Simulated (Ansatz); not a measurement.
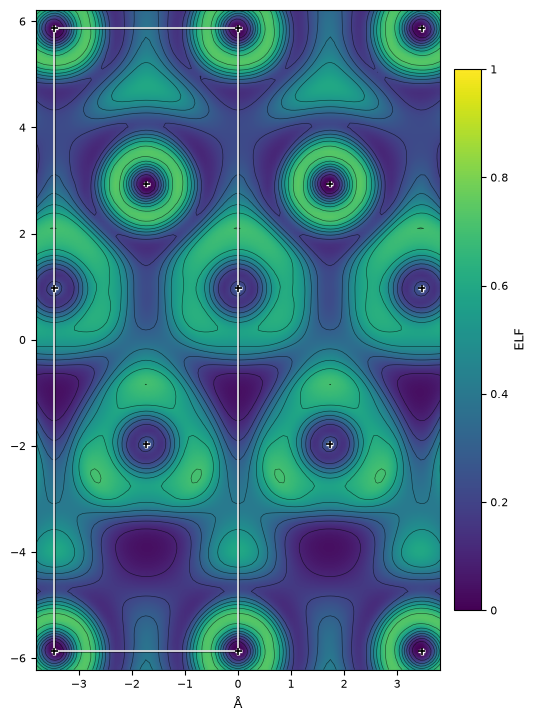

The ELF on a plane through atoms (crosses mark nuclei in the plane).

All numbers below come from DFT PBE, scalar-relativistic, plane waves, PAW in Ansatz.

Candidates:
A. TaAs, a = 3.46 Å, b = 3.46 Å, c = 11.73 Å, α = 90.00°, β = 90.00°, γ = 90.00°. Space group I4₁md; a structure from a database of computed crystals, not necessarily the ambient phase.
B. Cu (slab), a = 5.13 Å, b = 2.57 Å, c = 23.29 Å, α = 90.00°, β = 90.00°, γ = 120.00°. Computed without spin polarisation.
C. Al, a = 4.04 Å, b = 4.04 Å, c = 4.04 Å, α = 90.00°, β = 90.00°, γ = 90.00°. Space group Fm-3m; computed without spin polarisation.

> Which candidate gave the map?

Candidate A: TaAs on the (010) plane of the conventional cell, which holds Ta and As. Ta–As (2.62 Å): the ELF is about 0.40 at the midpoint.
